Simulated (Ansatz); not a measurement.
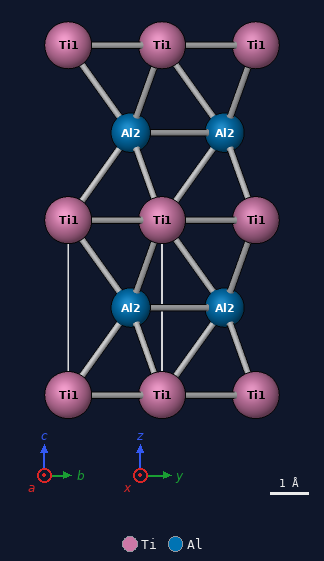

Energy scan for crystalline TiAl (P-6m2), in which the ratio of the cell's length along z to its lengths across, counted as 1 for the reference, is changed at fixed volume (a c/a path), with the atoms kept at their fractional coordinates. x, y and z are the Cartesian axes of the input. The picture shows the reference cell. The picture is a ball-and-stick view of the cell of the calculation, repeated 2 × 2 × 2 with one cell outlined, seen along the a axis.

Computed with DFT r2SCAN, scalar-relativistic, plane waves, PAW (Ansatz). (plane-wave cutoff 500 eV; k-point mesh 24 × 24 × 14; occupations gaussian; smearing width 0.15 eV; no spin polarisation). Energies (free energies at the smearing named) are counted from the relaxed crystal.

```xyz
2
Lattice="2.8686 0.0000 0.0000 -1.4343 2.4843 0.0000 0.0000 0.0000 4.6339" Properties=species:S:1:pos:R:3 pbc="T T T"
Ti    0.0000    0.0000    0.0000
Al    0.0000    1.6562    2.3169
```

> Give the energy at each point (the relative ratio: 0.85, 0.92, 0.96, 1.00, 1.10, 1.20).

```
axial ratio over its reference value  E − E(ref) (meV/atom)
                                0.85                  121.3
                                0.92                   32.4
                                0.96                    7.7
                                1.00                    0.0
                                1.10                   53.3
                                1.20                  206.6
```

The lowest computed point lies at the relative ratio 1.00 (0.0 meV/atom). The distortion keeps the space group P-6m2. At the relative ratio 1.20 the cell of the drawing goes a 2.869 → 2.699 Å, b 2.869 → 2.699 Å, c 4.634 → 5.233 Å.

As a plot:

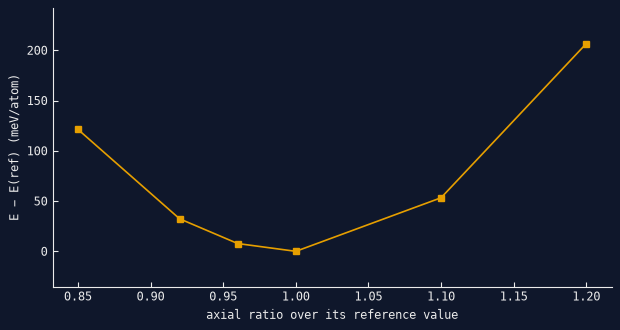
